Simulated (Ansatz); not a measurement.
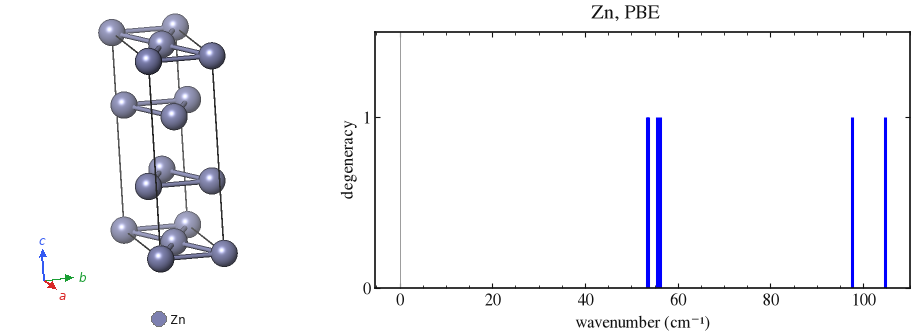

Plotted: zone-centre optical phonon frequencies (the three acoustic modes are left out) for Zn, space group C2/m (No. 12). The conventional cell is drawn beside the plot.

The given structure:
```
Zn
1.0
     2.28296   -1.31751    0.01039
     2.28296    1.31751    0.01039
    -1.56905    0.00000    7.66910
Zn
3
Direct
  0.00000 0.00000 0.00000
  0.22201 0.22201 0.66548
  0.77799 0.77799 0.33452
```

Method: harmonic phonon frequencies at the zone centre with atoms at rest in the given cell, without the long-range term of polar modes, the three translations left out, imaginary frequencies are negative; plane waves with PAW datasets, Γ-centred k mesh (Ansatz 0.2.0). Level: PBE, no spin polarisation.

```json
{"setting": "wave cutoff", "value": "420 eV"}
{"setting": "k mesh", "value": "18×18×6"}
{"setting": "occupations", "value": "Fermi–Dirac"}
{"setting": "smearing width", "value": "0.15 eV"}
{"setting": "pressure", "value": "0 GPa"}
{"setting": "phonon method", "value": "linear response"}
```

This calculation gives: highest mode 104.8 cm⁻¹ and lowest optical mode 53.4 cm⁻¹.

Now the cell is compressed by 2.0 % in volume, to 15.08 Å³/atom, with its shape relaxed. What happens?

The highest mode rises from 104.8 to 114.1 cm⁻¹ (+8.9 %) and the lowest optical mode rises from 53.4 to 56.2 cm⁻¹ (+5.2 %). The shift of the highest mode amounts to a Grüneisen parameter of 4.21.

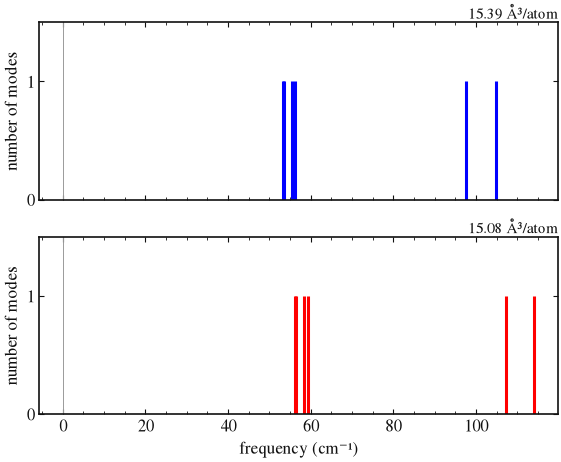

The two results together.

For both, limits of the calculation: metal sensitive to the k mesh.
